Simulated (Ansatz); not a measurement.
Si

```cif
data_structure
_symmetry_space_group_name_H-M 'P 1'
_symmetry_Int_Tables_number 1
_cell_length_a 6.5852
_cell_length_b 3.8020
_cell_length_c 12.8741
_cell_angle_alpha 90.000
_cell_angle_beta 102.307
_cell_angle_gamma 90.000
_cell_volume 314.92
loop_
_atom_site_label
_atom_site_type_symbol
_atom_site_fract_x
_atom_site_fract_y
_atom_site_fract_z
_atom_site_occupancy
Si1 Si 0.45559 0.50000 0.09348 1
Si2 Si 0.95559 0.00000 0.09348 1
Si3 Si 0.16394 0.00000 0.59348 1
Si4 Si 0.66394 0.50000 0.59348 1
Si5 Si 0.10145 0.50000 0.84348 1
Si6 Si 0.60145 0.00000 0.84348 1
Si7 Si 0.39310 0.00000 0.34348 1
Si8 Si 0.89310 0.50000 0.34348 1
Si9 Si 0.29438 0.00000 0.90652 1
Si10 Si 0.79438 0.50000 0.90652 1
Si11 Si 0.08603 0.00000 0.40652 1
Si12 Si 0.58603 0.50000 0.40652 1
Si13 Si 0.02354 0.50000 0.65652 1
Si14 Si 0.52354 0.00000 0.65652 1
Si15 Si 0.31519 0.00000 0.15652 1
Si16 Si 0.81519 0.50000 0.15652 1
```

Space group Cm; a structure from a database of computed crystals, not necessarily the ambient phase; not relaxed (largest force 0.7 eV/Å).

All numbers below come from DFT LDA, scalar-relativistic, plane waves, PAW in Ansatz.

Core electrons are frozen (PAW), and the valence fields are smoothed inside the atomic spheres.

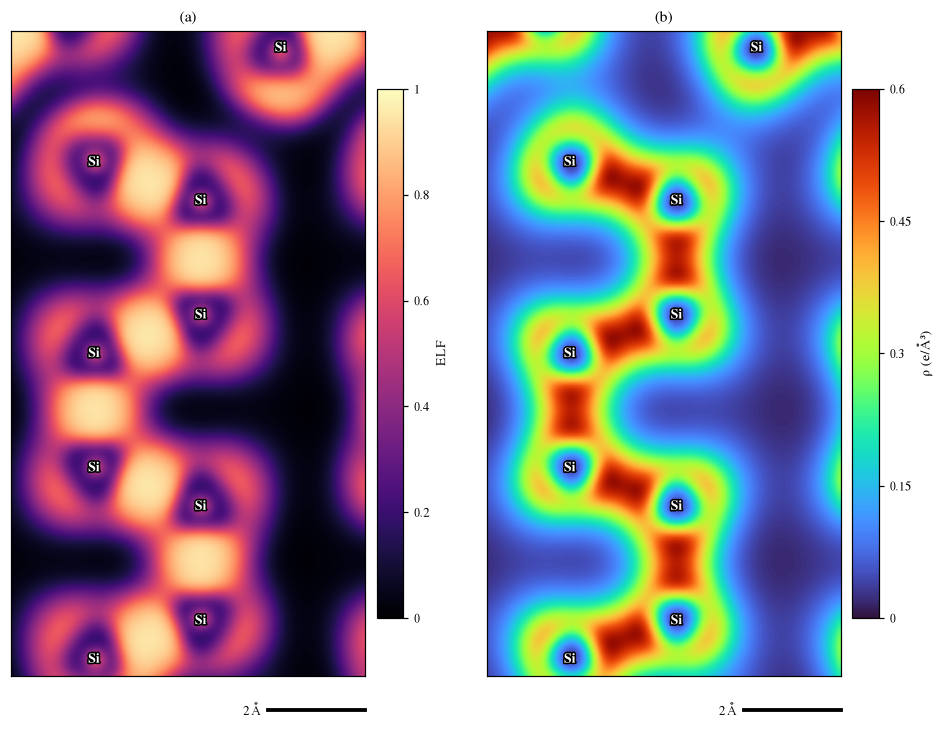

Figure 1. (a) electron localisation function; (b) valence pseudo-density on the (010) plane of the conventional cell.

### Describe what can be read from this map.

The section cuts through Si sites.
Si–Si (2.33 Å): ρ at the midpoint is about 0.57 e/Å³; the ELF peaks at about 0.95 between the atoms.
Between the atoms the lowest density in this plane is 0.02 e/Å³.
The ELF also peaks beside Si, away from the bonds: lone-pair regions.

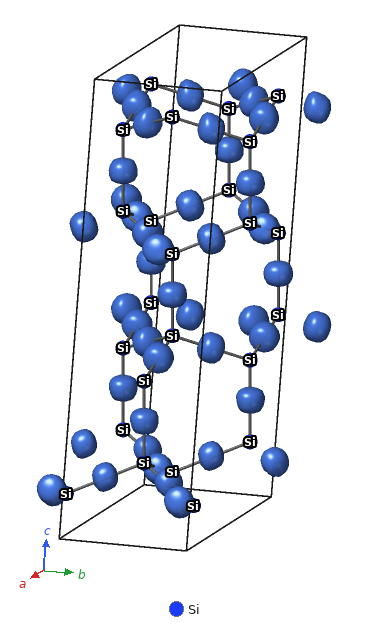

Figure 2. Isosurface of the ELF at 0.9 (blue), seen slightly off an axis. Core shells and regions of very low density are left out. Sticks mark near contacts.

### Where are the electrons localised?

At this value the surface marks out 30 regions between bonded Si–Si atoms, counted in one cell of 16 atoms. Regions shared between cells count once.

### Does the calculation make it a metal, or give it a gap?

It is metallic or semimetallic at this level of theory: no gap opens.
